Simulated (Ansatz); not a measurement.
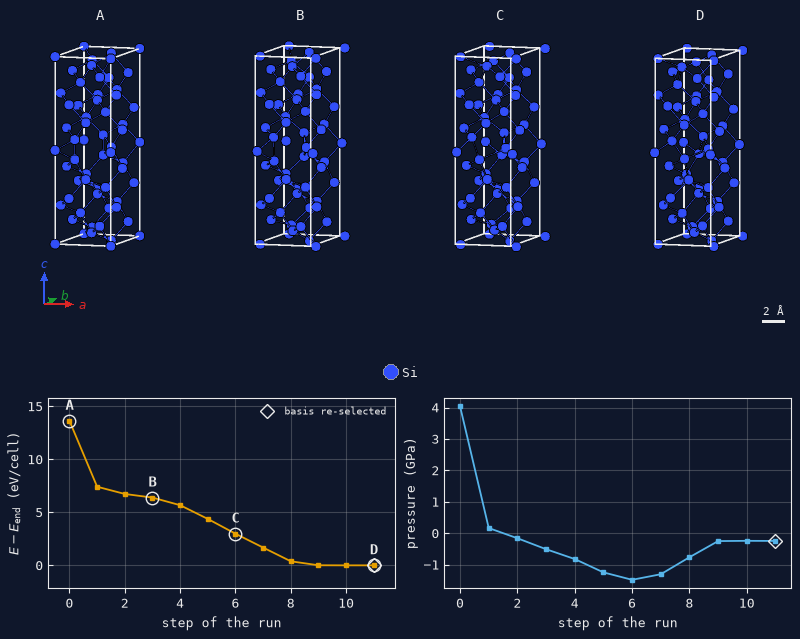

Frames of a relaxation of an interface cell of composition Si, marked on the history of the run. Style: ball-and-stick. Shown: the cell of the calculation, slightly off an axis.

Case: symmetric tilt boundary Sigma 5 (3 1 0), mirror on a plane, shift [0, 0].

All numbers below come from DFT PBE, scalar-relativistic, plane waves, PAW (Ansatz 0.2.0).

Input
```yaml
crystal:
  lattice:
    - [5.4696767048, 0.0, 0.0]
    - [0.0, 8.6483182259, 0.0]
    - [0.0, 0.0, 17.5966364519]
  atoms:
    - { symbol: Si, position: [0.75, 0.1, 0.0982951287] }
    - { symbol: Si, position: [0.75, 0.7, 0.1965902575] }
    - { symbol: Si, position: [0.5, 0.5, 0.2457378218] }
    - { symbol: Si, position: [0.25, 0.4, 0.1474426931] }
    - { symbol: Si, position: [0.25, 0.2, 0.4423280793] }
    - { symbol: Si, position: [0.0, 0.2, 0.1965902575] }
    - { symbol: Si, position: [0.0, 0.8, 0.2948853862] }
    - { symbol: Si, position: [0.25, 0.8, 0.0491475644] }
    - { symbol: Si, position: [0.25, 0.0, 0.2457378218] }
    - { symbol: Si, position: [0.25, 0.6, 0.3440329505] }
    - { symbol: Si, position: [0.0, 0.0, 0.0] }
    - { symbol: Si, position: [0.0, 0.6, 0.0982951287] }
    - { symbol: Si, position: [0.0, 0.4, 0.3931805149] }
    - { symbol: Si, position: [0.75, 0.5, 0.0] }
    - { symbol: Si, position: [0.75, 0.3, 0.2948853862] }
    - { symbol: Si, position: [0.75, 0.9, 0.3931805149] }
    - { symbol: Si, position: [0.5, 0.3, 0.0491475644] }
    - { symbol: Si, position: [0.5, 0.9, 0.1474426931] }
    - { symbol: Si, position: [0.5, 0.1, 0.3440329505] }
    - { symbol: Si, position: [0.5, 0.7, 0.4423280793] }
    - { symbol: Si, position: [0.75, 0.1, 0.8931805149] }
    - { symbol: Si, position: [0.75, 0.7, 0.7948853862] }
    - { symbol: Si, position: [0.5, 0.5, 0.7457378218] }
    - { symbol: Si, position: [0.25, 0.4, 0.8440329505] }
    - { symbol: Si, position: [0.25, 0.2, 0.5491475644] }
    - { symbol: Si, position: [0.0, 0.2, 0.7948853862] }
    - { symbol: Si, position: [0.0, 0.8, 0.6965902575] }
    - { symbol: Si, position: [0.25, 0.8, 0.9423280793] }
    - { symbol: Si, position: [0.25, 0.0, 0.7457378218] }
    - { symbol: Si, position: [0.25, 0.6, 0.6474426931] }
    - { symbol: Si, position: [0.0, 0.6, 0.8931805149] }
    - { symbol: Si, position: [0.0, 0.4, 0.5982951287] }
    - { symbol: Si, position: [0.75, 0.3, 0.6965902575] }
    - { symbol: Si, position: [0.75, 0.9, 0.5982951287] }
    - { symbol: Si, position: [0.5, 0.3, 0.9423280793] }
    - { symbol: Si, position: [0.5, 0.9, 0.8440329505] }
    - { symbol: Si, position: [0.5, 0.1, 0.6474426931] }
    - { symbol: Si, position: [0.5, 0.7, 0.5491475644] }
    - { symbol: Si, position: [0.0, 0.0, 0.5] }
    - { symbol: Si, position: [0.75, 0.5, 0.5] }
basis:
  ecutwfc: 420
kpoints:
  mp_grid: { grid: [6, 4, 2] }
hamiltonian:
  xc: pbe
scf:
  occupations: { method: gaussian, width: 0.05 }
output:
  forces: true
  stress: true
  eigenvalues: true
  populations: true
relax:
  adjacent_minimum: "off"
  f_tol: 0.02
  max_steps: 60
  cell: { fix: [a, b, alpha, beta, gamma], stress_tol: 0.1 }
```

Run as
```bash
ansatz run input.yaml --threads 4 --pin off --max-ram 12288MiB --backend cpu --events-out ev --progress --plain --runs-dir out
```

Question: Describe the path.

Answer: After 10 accepted moves (11 points after the start) the energy has fallen by 13.635 eV per cell of the calculation. The largest force component goes from 9.8 to 0.013 eV/Å. Pressure: 4.04 GPa at the start and −0.24 GPa at the end. At 1 point the geometry stayed and the basis and grid were re-selected for the new cell (energy shift of 0.9 meV per cell of the calculation at most each time). The largest moves relative to the cell, 1.08 Å, are those of Si5, Si20, Si28 and Si35. Si5 goes along [3 2 0]. The drawn cell changes as follows: a unchanged at 5.470 Å, b unchanged at 8.648 Å, c 17.597 → 17.437 Å (−0.9 %); the volume changes by −0.9 %. Some distances before and after: Si11–Si35 3.904 → 2.451 Å, Si11–Si28 2.427 → 3.723 Å, Si17–Si35 1.880 → 2.337 Å, Si11–Si21 2.480 → 2.367 Å. Bond angles that change, for instance: Si20–Si38–Si40 68.6° → 105.7°, Si10–Si20–Si38 136.9° → 115.7°, Si8–Si11–Si21 148.2° → 128.2°. From step 0 to 3: Si atoms move most (0.57 Å), volume +0.4 %, energy −7.241 eV per cell of the calculation. From step 3 to 6: Si atoms move most (0.59 Å), volume −0.2 %, energy −3.409 eV per cell of the calculation. From step 6 to 11: Si atoms move most (0.54 Å), volume −1.1 %, energy −2.985 eV per cell of the calculation.

| step | E − E(0), meV/atom | largest force component, eV/Å | pressure, GPa | volume, Å³/atom | note |
| --- | --- | --- | --- | --- | --- |
| 0 | 0.00 | 9.8147 | 4.04 | 20.810 |  |
| 1 | -155.38 | 1.3865 | 0.17 | 21.073 |  |
| 2 | -172.48 | 0.6220 | -0.16 | 20.976 |  |
| 3 | -181.02 | 0.1628 | -0.50 | 20.888 |  |
| 4 | -198.97 | 0.7335 | -0.82 | 20.793 |  |
| 5 | -231.37 | 0.9550 | -1.24 | 20.839 |  |
| 6 | -266.25 | 1.2266 | -1.48 | 20.856 |  |
| 7 | -298.98 | 1.2030 | -1.30 | 20.778 |  |
| 8 | -331.34 | 0.6766 | -0.76 | 20.713 |  |
| 9 | -340.71 | 0.0625 | -0.25 | 20.619 |  |
| 10 | -340.91 | 0.0131 | -0.24 | 20.621 |  |
| 11 | -340.88 | 0.0132 | -0.24 | 20.621 | same geometry, new basis |
